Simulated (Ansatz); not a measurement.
```cif
data_structure
_symmetry_space_group_name_H-M 'P 1'
_symmetry_Int_Tables_number 1
_cell_length_a 3.7684
_cell_length_b 3.7684
_cell_length_c 8.6909
_cell_angle_alpha 90.000
_cell_angle_beta 90.000
_cell_angle_gamma 90.000
_cell_volume 123.42
loop_
_atom_site_label
_atom_site_type_symbol
_atom_site_fract_x
_atom_site_fract_y
_atom_site_fract_z
_atom_site_occupancy
Ti1 Ti 0.00000 0.00000 0.00000 1
Ti2 Ti 0.50000 0.50000 0.50000 1
Al1 Al 0.50000 0.50000 0.00000 1
Al2 Al 0.00000 0.50000 0.25000 1
Al3 Al 0.50000 0.00000 0.25000 1
Al4 Al 0.00000 0.00000 0.50000 1
Al5 Al 0.50000 0.00000 0.75000 1
Al6 Al 0.00000 0.50000 0.75000 1
```

Space group I4/mmm; a structure from a database of computed crystals, not necessarily the ambient phase; changed on purpose from its base cell (biaxial strain in the a-b plane, c and atoms relaxed: -2.0 %); computed pressure about 4 GPa in this cell; computed without spin polarisation.

Level of theory: DFT PBE, scalar-relativistic, plane waves, PAW in Ansatz.

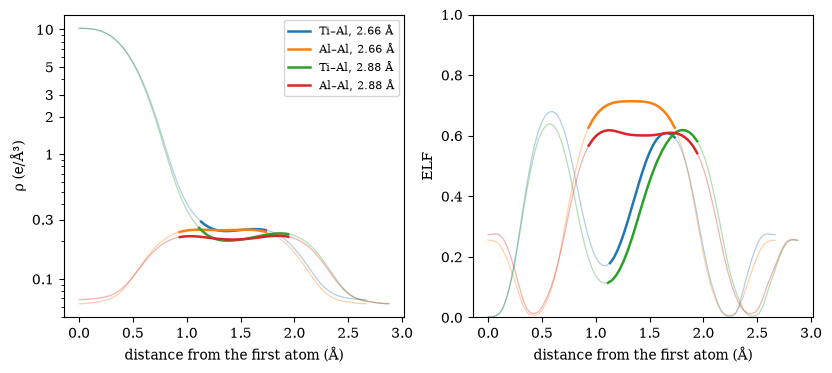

TiAl3. Valence charge density (pseudo) and ELF along straight lines between neighbouring atoms. Thin, pale parts lie inside the atomic spheres.

The density is the valence pseudo-density of a PAW calculation; it isn't the true density close to the nuclei.

Q: Compare the contacts.

A: Ti–Al (2.66 Å): the density is about 0.24 e/Å³ at the midpoint; the ELF is about 0.35 at the midpoint.
Al–Al (2.66 Å): ρ is about 0.25 e/Å³ halfway; the ELF peaks at about 0.70 between the atoms.
Ti–Al (2.88 Å): ρ is about 0.2 e/Å³ halfway; the ELF is about 0.40 at the midpoint.
Al–Al (2.88 Å): ρ at the midpoint is about 0.21 e/Å³; the ELF peaks at about 0.60 between the atoms.
